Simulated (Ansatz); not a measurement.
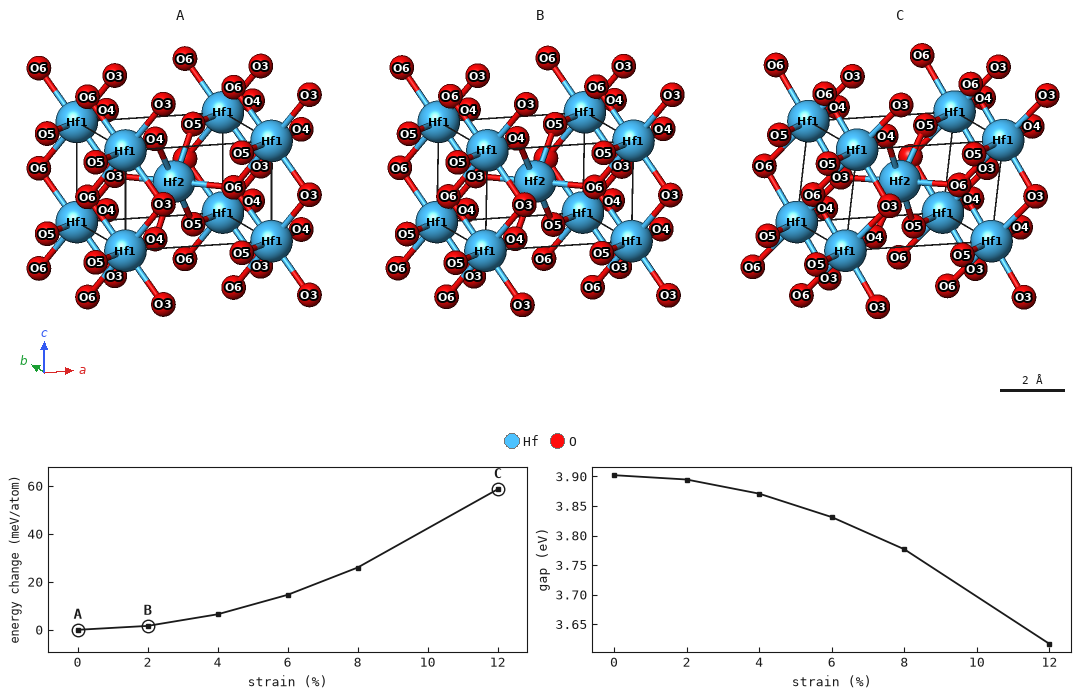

Members of a series of calculations on a crystal of HfO$_{2}$ (set up in P4_2/mnm), marked on the first curve. A ball-and-stick model of the cell of the calculation, seen slightly off an axis.

Theory: Ansatz 0.2.0, DFT PBE, scalar-relativistic, plane waves, PAW. Set-up: plane-wave cutoff 420 eV; k-point mesh 6 × 6 × 8; occupations gaussian; smearing width 0.02 eV; no spin polarisation.

Describe the series.

Answer. Shear of c along a, cell held, atoms relaxed. A (strain 0.0 %): energy change 0.0 meV/atom, volume 12.85 Å³ per atom, gap 3.90 eV. B (strain 2.0 %): energy change 1.6 meV/atom, volume 12.85 Å³ per atom, gap 3.89 eV. C (strain 12.0 %): energy change 58.6 meV/atom, volume 12.85 Å³ per atom, gap 3.62 eV. The rest compares A with C. The drawn cell changes at constant volume: a = b unchanged at 4.880 Å, c 3.238 → 3.261 Å (+0.7 %), β 90.0° → 83.2°. Near-neighbour distances before and after: Hf–O 2.105 → 2.077 to 2.150 Å.
